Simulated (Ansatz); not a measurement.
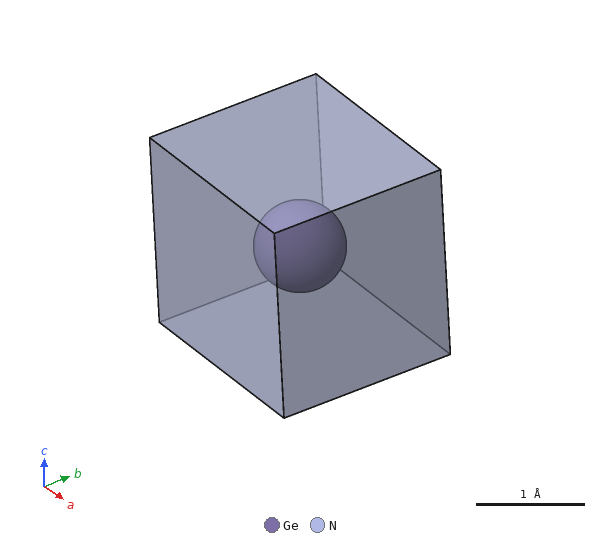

Voronoi–Dirichlet polyhedron, computed geometrically; every face belongs to one neighbour and no atomic radii are used. Central atom: Ge1 (16c) in Ge₃N₄; faces take the colour of the neighbour behind them. Source: the geometry relaxed with DFT, r2SCAN, plane waves, PAW (Ansatz 0.2.0).

Ge3N4, space group Fd-3m:1 (No. 227), a = 8.215 Å, b = 8.215 Å, c = 8.215 Å, α = 90.00°, β = 90.00°, γ = 90.00°

```
site  Wyckoff       x       y       z
 Ge1      16c  0.1250  0.1250  0.1250
 Ge2       8b  0.0000  0.0000  0.5000
   N      32e  0.3831  0.8831  0.3831
```

**How many faces does the cell have, and of which kinds?**

6 faces, index ⟨0,6,0,0⟩: topologically a cube (six four-edged faces).

**What is the volume of this Voronoi cell?**

7.9 Å³, against a mean of 9.9 Å³ per atom in this structure.

**Which neighbours share a face with the central atom?**

6 N (100 % of the solid angle).
